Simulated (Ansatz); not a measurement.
Consider Ge6S (slab).

The calculation's input:

```
crystal:
  lattice:
    - [4.0740542126, 0.0, 0.0]
    - [0.0, 5.7615827213, 0.0]
    - [0.0, 0.0, 19.5242196736]
  atoms:
    - { symbol: Ge, position: [0.5, 0.0, 0.2048737449] }
    - { symbol: Ge, position: [0.0, 0.25, 0.2048737449] }
    - { symbol: Ge, position: [0.0, 0.5005156572, 0.3087424246] }
    - { symbol: Ge, position: [0.5, 0.7494843428, 0.3087424246] }
    - { symbol: Ge, position: [0.5, 0.0069199665, 0.4109879835] }
    - { symbol: Ge, position: [0.0, 0.2430800335, 0.4109879835] }
    - { symbol: S, position: [0.8333333333, 0.6735866331, 0.4087121338] }
basis:
  ecutwfc: 420
kpoints:
  mp_grid: { grid: [7, 5, 1] }
hamiltonian:
  xc: pbe
  pseudopotentials: { kind: paw, azcp: { folder: soft_1 } }
scf:
  occupations: { method: gaussian, width: 0.1 }
output:
  forces: true
  eigenvalues: true
  write_density: true
  write_potential: true
  elf: true
  volumetric_format: npy
relax:
  adjacent_minimum: "off"
  f_tol: 0.025
  max_steps: 16
  constraints: [{ sites: [0, 1, 2, 3, 4, 5] }, { sites: [6], fix: xy }]
efield:
  axis: 3
  dipole_correction: true
  ramp_width: 0.04
```

Run with:

```sh
ansatz run input.yaml --threads 4 --pin off --max-ram 12288MiB --backend cpu --events-out ev --progress --plain --runs-dir out
```

The fields are those of the run's last geometry, not of the input's.

A point of a scan over the structure, not its minimum; not relaxed (largest force 1.4 eV/Å); PAW files of the earlier set (soft_1).

Level of theory: DFT PBE, scalar-relativistic, plane waves, PAW (Ansatz).

Q: What can the converged valence pseudo-density and electron localisation function tell about the bonding?

A: Ge–S (2.48 Å): the density is about 0.44 e/Å³ at the midpoint; the ELF peaks at about 0.80 in the valence shell of S, 0.8 Å from its nucleus, and is about 0.60 at the midpoint.

Q: Does the calculation give a band gap?

A: It is gapless in this calculation (a metal or semimetal).

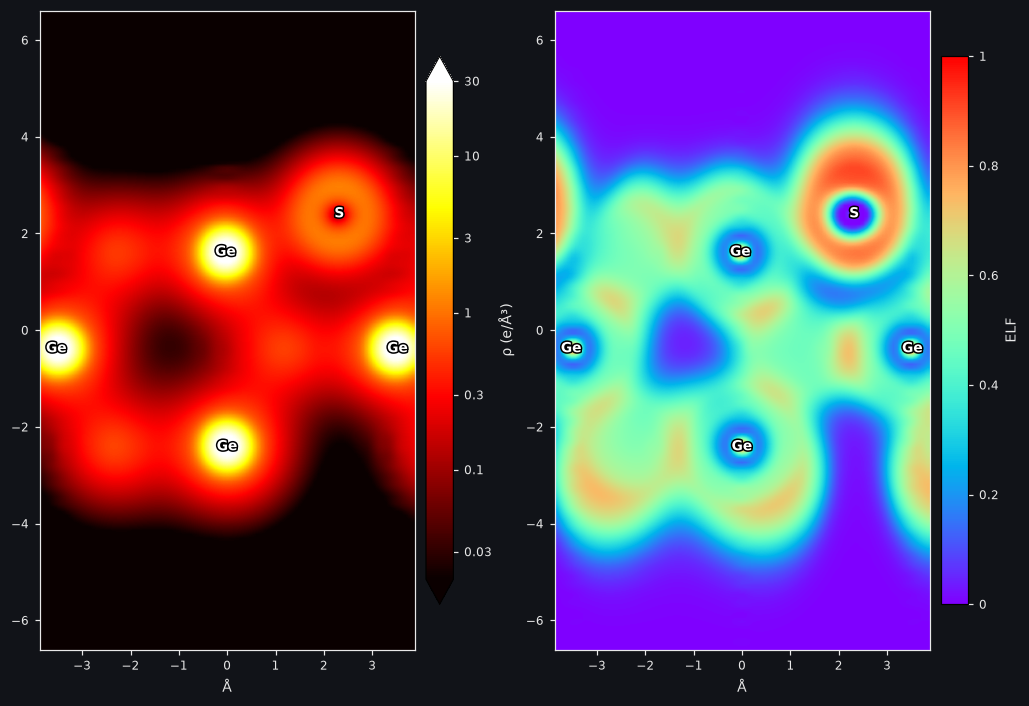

Computed valence pseudo-density and electron localisation function on the (110) plane of the calculation cell, a cut from vacuum to vacuum, in this order. Atoms just off the plane (Ge, 0.8 Å away) can leave unmarked features too.

Core electrons are frozen (PAW), and the valence fields are smoothed inside the atomic spheres.
